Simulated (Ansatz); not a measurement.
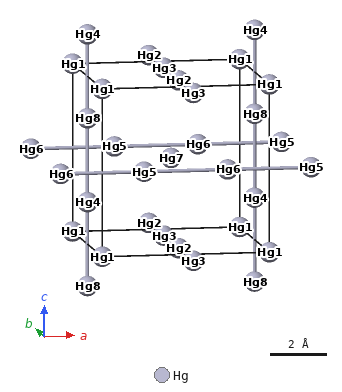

Starting structure of solid Hg (built on the database structure type). Style: ball-and-stick. Shown: the cell of the calculation, slightly off an axis.

The calculation used DFT, PBE-D3(BJ), plane waves, PAW (Ansatz).

Input
```yaml
crystal:
  lattice:
    - [6.13615816, 0.0, 0.0]
    - [0.0, 6.13615816, 0.0]
    - [0.0, 0.0, 6.13615816]
  atoms:
    - { symbol: Hg, position: [0.0, 0.0, 0.0] }
    - { symbol: Hg, position: [0.5, 0.25, 0.0] }
    - { symbol: Hg, position: [0.5, 0.75, 0.0] }
    - { symbol: Hg, position: [0.0, 0.5, 0.25] }
    - { symbol: Hg, position: [0.25, 0.0, 0.5] }
    - { symbol: Hg, position: [0.75, 0.0, 0.5] }
    - { symbol: Hg, position: [0.5, 0.5, 0.5] }
    - { symbol: Hg, position: [0.0, 0.5, 0.75] }
kpoints:
  mp_grid: { grid: [4, 4, 4] }
hamiltonian:
  xc: pbe
  dispersion: d3bj
scf:
  occupations: { method: fermi_dirac, width: 0.02 }
relax:
  f_tol: 0.005
  cell: {}
```

Launched with:
```bash
ansatz run input.yaml --threads 4 --pin off --max-ram 5529MiB --backend cpu --events-out ev --progress --plain --runs-dir out
```

Where does the relaxation end?

No atom moves by more than 0.005 Å relative to the cell. Cell: a = b = c 6.136 → 5.893 Å (−4.0 %). Volume −11.4 %. Some distances before and after: Hg2–Hg3 3.068 → 2.946 Å. The space group stays Pm-3n (No. 223). After 3 accepted moves (5 points after the start) the energy has fallen by 0.116 eV per cell of the calculation. All forces vanish by symmetry, so only the cell relaxes. The pressure goes from −1.04 to 0.00 GPa. The line search rejected the trial step at point 3 of the run. The SCF was repeated once at an unchanged geometry on a basis and grid sized afresh for the cell, which shifted the energy by 8.4 meV per cell of the calculation at most. The run took 18 s on 4 threads of Arm Neoverse V1, with other jobs on the host, peak memory 0.78 GiB.

After the run, drawn alike:

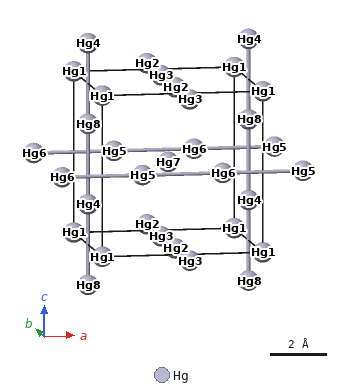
